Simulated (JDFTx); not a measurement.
# Energy of AgCl along an even scaling of the cell

System: AgCl (Fm-3m, 2 atoms in the cell).
Method: Kohn-Sham DFT of a periodic cell, LDA, PseudoDojo-SR-LDA-0.4.1-standard, no spin polarisation (JDFTx 1.7.0 (patched build)).

The 7 runs differ only in the geometry, by an even scaling of the cell at fixed fractional positions. The structure derives from an entry of the Crystallography Open Database.

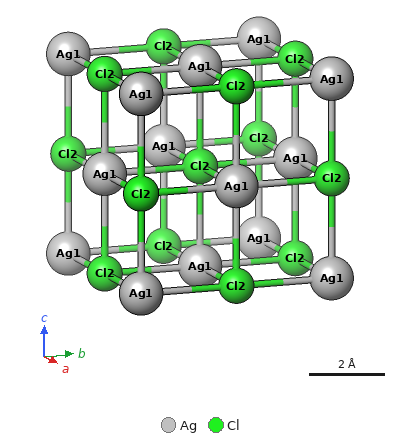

Figure 1. The structure of run 4 (ball-and-stick view of the cell 4 times as large as that of the calculation, set on its symmetry axes, seen slightly off an axis; atoms are numbered from 1 in the order of the input). An atom can appear more than once, as a periodic image.

### Input of run 4
```
lattice \
    0.0000000000     5.1684009509     5.1684009509 \
    5.1684009509     0.0000000000     5.1684009509 \
    5.1684009509     5.1684009509     0.0000000000
coords-type Cartesian
ion Ag     0.0000000000     0.0000000000     0.0000000000 1
ion Cl     5.1684009509     5.1684009509     5.1684009509 1

ion-species pseudo/Ag.upf
ion-species pseudo/Cl.upf
elec-cutoff 43 344
elec-ex-corr lda-PW
kpoint-folding 8 8 8
elec-smearing Fermi 0.0018374661
elec-n-bands 19
electronic-SCF nIterations 100 energyDiffThreshold 1e-09
electronic-minimize nIterations 30 energyDiffThreshold 1e-7
forces-output-coords Cartesian

dump-name run.$VAR
dump End Ecomponents EigStats BandEigs Kpoints Forces Stress ElecDensity Dtot KEdensity
```

Command:
```bash
jdftx -c 2 -i AgCl.in -o AgCl.out
```

Run 3 differs from it as follows:
```diff
-    0.0000000000     5.1684009509     5.1684009509 \
-    5.1684009509     0.0000000000     5.1684009509 \
-    5.1684009509     5.1684009509     0.0000000000
+    0.0000000000     5.1337126509     5.1337126509 \
+    5.1337126509     0.0000000000     5.1337126509 \
+    5.1337126509     5.1337126509     0.0000000000
-ion Cl     5.1684009509     5.1684009509     5.1684009509 1
+ion Cl     5.1337126509     5.1337126509     5.1337126509 1
```

### Results, with one run withheld

| run | volume per atom (Å³) | free energy per atom, from the lowest run given (meV) | pressure (GPa) | gap on the mesh (eV) |
| --- | --- | --- | --- | --- |
| 1 | 19.231 | 0.00 | −0.16 | 0.63 |
| 2 | 19.640 | 2.16 | −1.53 | 0.62 |
| 3 | 20.049 | ? | ? | ? |
| 4 | 20.458 | 15.90 | −3.78 | 0.61 |
| 5 | 20.868 | 26.72 | −4.70 | 0.61 |
| 6 | 21.277 | 39.72 | −5.50 | 0.61 |
| 7 | 21.686 | 54.65 | −6.20 | 0.62 |

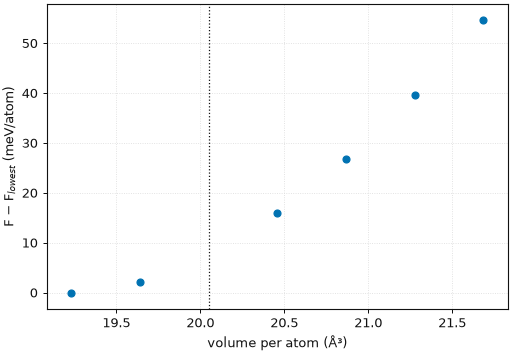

Figure 2. Free energy per atom of the runs given; the dotted line marks run 3.

What should run 3 give?

A cubic polynomial in V^(−2/3) (the Birch–Murnaghan form), fitted to the 6 runs given, misses them by at most 0.01 meV per atom. With x = V^(−2/3) − 0.13352 Å⁻², it reads F = 16.807 − 5538.5 x + 4.4385e+05 x² + 1.9525e+06 x³ (meV per atom). At run 3 it gives 7.60 meV per atom, and the run itself gives 7.59. The slope of the fit gives a pressure −dF/dV of −2.71 GPa there, and the run prints −2.73 GPa. The fit has no minimum inside this range.

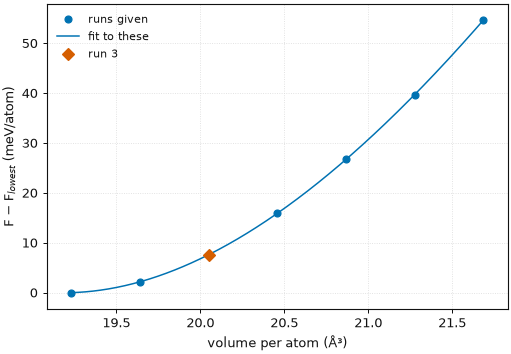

Figure 3. The fit and the withheld run.

### Some lines of the output (run 3)
```
[...]
unit cell volume = 270.598
     Etot =     -162.7074990987482579
        F =     -162.7075001278304569
	HOMO-LUMO gap: +0.022592
	Optical gap  : +0.116194 at state 1 ( [ +0.000000 +0.000000 +0.125000 ] spin 0 )
```
